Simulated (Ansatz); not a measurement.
System: SnO₂.

Input

```
crystal:
  lattice:
    - [3.177566789, 0.0, 0.0]
    - [-1.5887833945, 2.7518535615, 0.0]
    - [0.0, 0.0, 4.4247844422]
  atoms:
    - { symbol: Sn, position: [0.0, 0.0, 0.5] }
    - { symbol: O, position: [0.3333333333, 0.6666666667, 0.7258502191] }
    - { symbol: O, position: [0.6666666667, 0.3333333333, 0.2741497809] }
basis:
  ecutwfc: 420
kpoints:
  mp_grid: { grid: [12, 12, 6] }
hamiltonian:
  xc: pbe
  dispersion: d3bj
scf:
  occupations: { method: gaussian, width: 0.02 }
output:
  forces: true
  stress: true
  eigenvalues: true
  write_density: true
  write_potential: true
  elf: true
  volumetric_format: npy
relax:
  adjacent_minimum: "off"
  f_tol: 0.01
  max_steps: 30
  cell: { stress_tol: 0.1, fix: [volume] }
```

Command:

```sh
ansatz run input.yaml --threads 1 --pin off --max-ram 2048MiB --backend cpu --events-out ev --progress --plain --runs-dir out
```

Below, planes, directions and counts refer to the conventional cell (a = 3.20 Å, b = 3.20 Å, c = 4.35 Å, α = 90.00°, β = 90.00°, γ = 120.00°).

The fields are those of the relaxed geometry.

Space group P-3m1; a structure generated by program, which may or may not match a known phase; changed on purpose from its base cell (volume × 0.94, shape and atoms relaxed); computed pressure about 3 GPa in this cell.

Computed with Ansatz 0.2.0, DFT PBE+D3(BJ), scalar-relativistic, plane waves, PAW.

### What can the converged valence pseudo-density and electron localisation function tell about the bonding?

Sn–O (2.11 Å): ρ is about 0.62 e/Å³ halfway; the ELF peaks at about 0.80 in the valence shell of O, 0.6 Å from its nucleus, and is about 0.25 at the midpoint: no localised pair shows between them.

### Does the calculation give a band gap?

It is gapped, with a Kohn–Sham gap of 1.7 eV on the k-point mesh, an upper bound to the gap of this method.

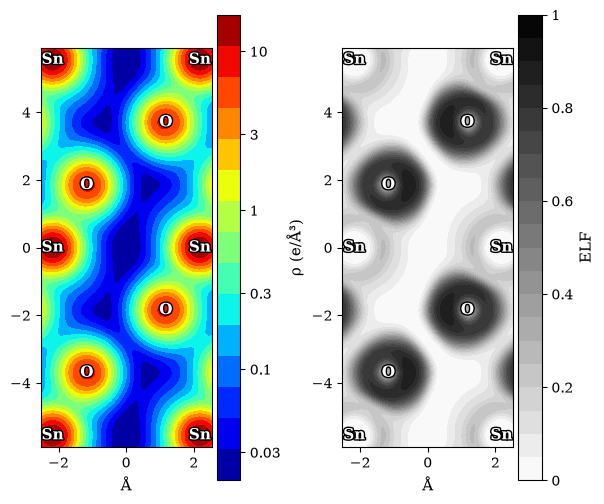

Computed valence pseudo-density and electron localisation function on the (110) plane of the conventional cell, in this order. 

Core electrons are frozen (PAW), and the valence fields are smoothed inside the atomic spheres.
